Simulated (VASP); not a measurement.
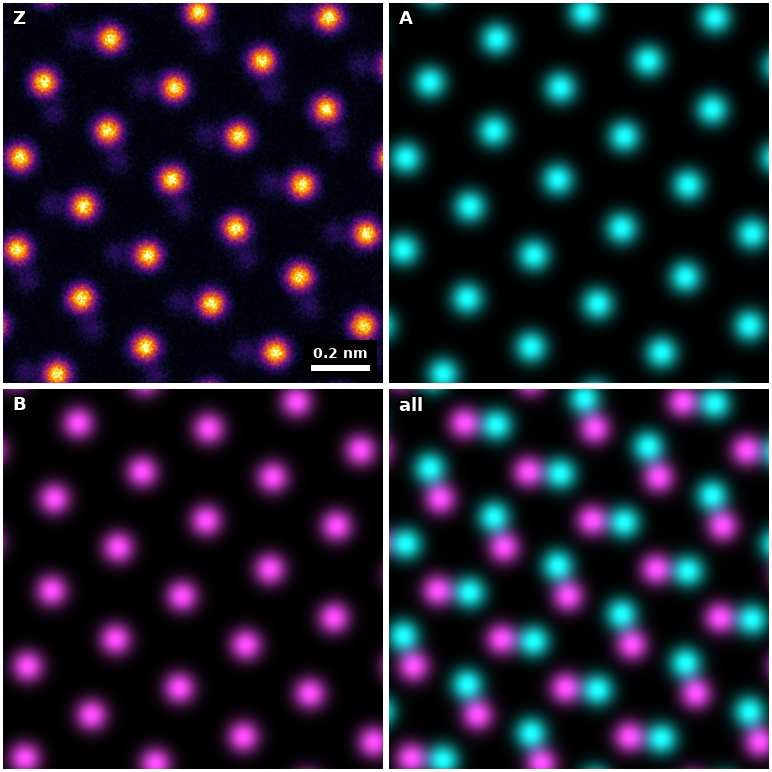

ZnO (P6_3mc, No. 186) along [100]. Panel Z: Simulation: incoherent imaging, intensity Z^1.6 per atom, probe width 0.73 Å, thin sample. The probe carries 15 % of its weight in a tail 2.5 times as wide. Shot noise was added. The other panels are simulated element maps (the number of atoms of one element along the beam, blurred by 0.9 Å; each on its own scale, no channelling); the last overlays them. Structure: the end point of a relaxation with VASP Kohn-Sham DFT of a periodic cell, r2SCAN, VASP PAW PBE potentials, recommended in VASP 6.6.1.

```yaml
crystal:
  lattice:
    - [3.24033, 0.00000, 0.00000]
    - [-1.62016, 2.80621, 0.00000]
    - [0.00000, 0.00000, 5.21996]
  atoms:
    - { symbol: Zn, position: [0.66667, 0.33333, 0.99987] }
    - { symbol: Zn, position: [0.33333, 0.66667, 0.49987] }
    - { symbol: O, position: [0.33333, 0.66667, 0.87914] }
    - { symbol: O, position: [0.66667, 0.33333, 0.37914] }
```

**Which element does each lettered map show?**

A: Zn, B: O. The projected cell (2.81 × 5.22 Å, 90°) holds 4 columns: 2 of Zn and 2 of O. No column is shared by two of the mapped elements.
